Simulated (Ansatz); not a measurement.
# Cobalt, hcp: B3LYP at the BLYP geometry

How do the levels change when part of the exchange is made exact, and what does it cost? Spin polarisation is left out, though the real metal is magnetic, so these are not its levels. The cell comes from an earlier BLYP relaxation. Exact exchange is dear, so the k-mesh is coarse, and BLYP is run on the same mesh for comparison.

Method: DFT, plane waves (420 eV) with PBE-made PAW files, scalar-relativistic; functionals as named at each step, in Ansatz 0.2.0.

## 1. The structure to begin with

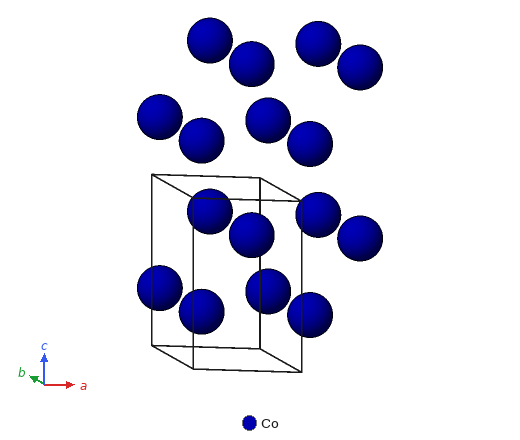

The structure, seen slightly off an axis (cobalt blue). 2×2×2 cells are drawn. Any atoms on the faces are drawn again on the opposite ones.

Coordinates:

```
Co
1.0
     2.49613    0.00000    0.00000
    -1.24807    2.16171    0.00000
     0.00000    0.00000    4.01553
Co
2
Cartesian
  0.0000 1.4411 1.0039
  1.2481 0.7206 3.0116
```

## 2. BLYP on the coarse mesh

The run with BLYP.

Input file input.yaml:

```yaml
crystal:
  lattice:
    - [2.4961330189, 0.0, 0.0]
    - [-1.2480665094, 2.1617146056, 0.0]
    - [0.0, 0.0, 4.015529067]
  atoms:
    - { symbol: Co, position: [0.3333333333, 0.6666666667, 0.25] }
    - { symbol: Co, position: [0.6666666667, 0.3333333333, 0.75] }
hamiltonian:
  xc: blyp
  pseudopotentials:
    kind: paw
    azcp:
      Co: "pseudopotentials/Co.paw.azcp"
basis:
  ecutwfc: 420
  fft_grid_basis: typed
kpoints:
  mp_grid: { grid: [7, 7, 4], shift: [0, 0, 0] }
magnetization:
  spin_polarized: false
scf:
  occupations: { method: fermi_dirac, width: 0.1 }
```

The program printed, shortened:

```text
Warning: RAYON_NUM_THREADS=4 ignored (pool sized by the plan → 4); use --threads N
[...]
Pseudopotentials: kind: paw
Pseudopotential: Co, paw, valence charge 17, recommended cutoff 420 eV (normal), <dir>
Functional definition: BLYP
[...]
Crystal: 2 atoms, lattice volume = 21.668 Å³
Basis set: ecut = 420 eV, 403 PW (Γ), exchange–correlation on 36×36×54 points (8 copies of the dense FFT grid, shifted against one another)
Bands: 21, of which v1, the nominal top of the filled ones, is band 17 counted from 1 (16 counted from 0)
Symmetry: 24 space group operations
Space group: P63/mmc (ITA 194), of the structure as read, at distance tolerance 2.8e-5 Å
k-points: 24 of 196
[...]
SCF iter   1: F=—  HF=-10268.199769 eV  |F-HF|=—  |Δ(HF+E_count)|=         —  Δρ=3.55e-2  dr2=1.67e-1  ethr=1.77e-3  ⟨swp⟩=4.5  Hψ=1879  notcnv=0
[...]
SCF iter   7: F=-10268.172649 eV  HF=-10268.172649 eV  |F-HF|=1.86e-9  |Δ(HF+E_count)|=   1.18e-8  Δρ=6.39e-6  dr2=3.89e-9  ethr=2.94e-10  ⟨swp⟩=2.0  Hψ=1014  notcnv=0
[...]
SCF converged after 7 iterations
Free energy (F): -10268.172649 eV
[...]
E sigma→0 (E₀):  -10268.090549 eV
Entropy (-TS):   -0.164200 eV (-82.100 meV/atom)
Fermi energy:    19.082194 eV
[...]
```

It took 0.41 s on 4 threads of an x86-64 CPU, shared host; peak memory 0.4 GiB.

## 3. B3LYP on the coarse mesh

The run with B3LYP.

Changes to input.yaml since step 2:

```diff
@@ -9,3 +9,3 @@
 hamiltonian:
-  xc: blyp
+  xc: b3lyp
   pseudopotentials:
```

The program printed, shortened:

```text
Warning: RAYON_NUM_THREADS=4 ignored (pool sized by the plan → 4); use --threads N
[...]
[... 2 set-up lines as earlier in the session ...]
Functional definition: B3LYP
[...]
Crystal: 2 atoms, lattice volume = 21.668 Å³
Basis set: ecut = 420 eV, 403 PW (Γ), exchange–correlation on 36×36×54 points (8 copies of the dense FFT grid, shifted against one another)
Bands: 21, of which v1, the nominal top of the filled ones, is band 17 counted from 1 (16 counted from 0)
[... 2 set-up lines as earlier in the session ...]
k-points: 24 of 196
[...]
SCF iter   1: F=—  HF=-10264.990617 eV  |F-HF|=—  |Δ(HF+E_count)|=         —  Δρ=3.39e-2  dr2=1.53e-1  ethr=1.77e-3  ⟨swp⟩=5.2  Hψ=2063  notcnv=0
[...]
Frozen-core exchange: fock
[...]
hybrid outer 1: dexx = +2.176e-2 eV, tail = 1.50e-2 eV
[...]
SCF 4 stopped early in 10 iterations: F = -10260.789573 eV  dr2 = 3.61e-7
hybrid outer 3: dexx = +2.663e-3 eV, tail = 7.61e-6 eV, Δε = 2.25e-1 eV (about 2.20e-2 eV left of the loop's levels)
Frozen-core exchange: fock
[...]
SCF iter   4: F=-10260.789540 eV  HF=-10260.789540 eV  |F-HF|=2.83e-8  |Δ(HF+E_count)|=   2.59e-7  Δρ=1.57e-5  dr2=3.08e-8  ethr=1.69e-11  ⟨swp⟩=4.1  Hψ=1591  notcnv=0
[...]
hybrid outer 4: dexx = +7.187e-6 eV, tail = 1.74e-7 eV, Δε = 1.37e-2 eV (about 3.59e-3 eV left of the loop's levels)
hybrid SCF converged: 4 outer / 23 inner (+8 warm-up), last move |dexx| = 7.19e-6 eV, tail = 1.74e-7 eV
Stability not checked: this state was not tested for a lower state beside it, because the functional holds exact exchange (a hybrid, or Hartree-Fock), whose exchange loop this test does not read (fock_operator; see scf.lower_state_search)
Free energy (F): -10260.789540 eV
Frozen-core exchange: fock
[...]
E sigma→0 (E₀):  -10260.773654 eV
Entropy (-TS):   -0.031773 eV (-15.887 meV/atom)
Fermi energy:    18.346901 eV
[...]
--- Band table (eV; the first three rows and the last of 24) ---
[... band rows left out ...]
[...]
```

Wall time 6.3 s (4 threads of an x86-64 CPU, shared host); peak memory 0.86 GiB.

## 4. Side by side

| functional | gap on the mesh | Fermi energy (eV) | SCF cycles | exchange loops | CPU time |
| --- | --- | --- | --- | --- | --- |
| BLYP | none (levels filled in part) | 19.082 | 7 | - | 0.75 s |
| B3LYP | none (levels filled in part) | 18.347 | 31 | 4 | 19 s |

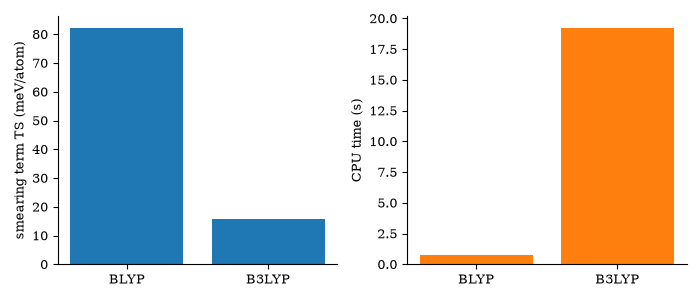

Smearing term and CPU time by functional.

## 5. What came out

```
                         quantity                         value
                        BLYP: gap  none (levels filled in part)
                       B3LYP: gap  none (levels filled in part)
B3LYP: SCF cycles, exchange loops                         31, 4
B3LYP: CPU time over that of BLYP                            26
```

What this shows: Both BLYP and B3LYP leave levels filled in part. The hybrid took 26 times as much CPU time as BLYP on the same settings. The exchange operator of B3LYP was renewed in 4 outer loops. Absolute energies differ from functional to functional, by eV per atom at times, and say nothing by themselves.
